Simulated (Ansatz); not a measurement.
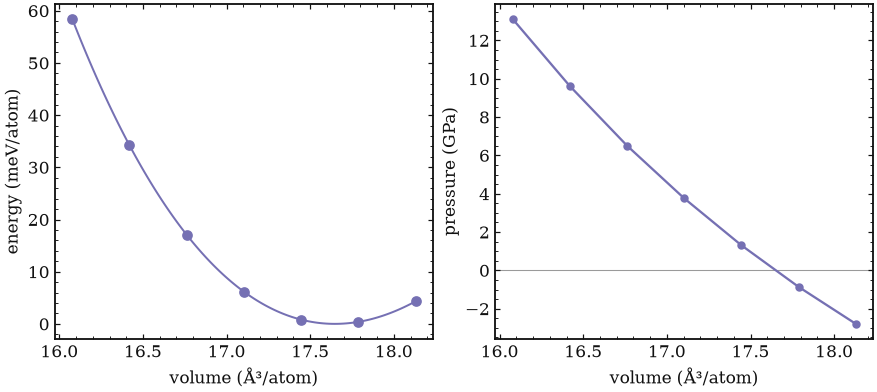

The figure shows the energy and pressure against volume for NiSb, space group P6_3/mmc (No. 194).

Cell as given: a = 3.928 Å, b = 3.928 Å, c = 5.120 Å, α = 90.00°, β = 90.00°, γ = 120.00°; 4 atoms.

How it was computed, with Ansatz 0.2.0: plane-wave DFT, collinear spins; energies at scaled volumes of the given cell, shape and fractions fixed, counted from the fit's minimum, third-order Birch-Murnaghan fit. Level: PBE, collinear spin.

k mesh 8×8×5; occupations Fermi–Dirac; smearing width 0.05 eV; potentials Ansatz PAW; wave cutoff 420 eV; density cutoff 1680 eV.

**What equilibrium volume and bulk modulus follow from the curve?**

A third-order Birch–Murnaghan fit gives V0 = 17.65 Å³/atom, B0 = 111 GPa and B′ = 5.2.

**What does the pressure do across the range?**

It falls from 13.12 GPa at volume 16.08 Å³/atom to −2.79 GPa at 18.13 Å³/atom, and changes sign near 17.65 Å³/atom.

Caveats: shape and atomic fractions are frozen while scaling, which makes layered, chain and framework solids too stiff.
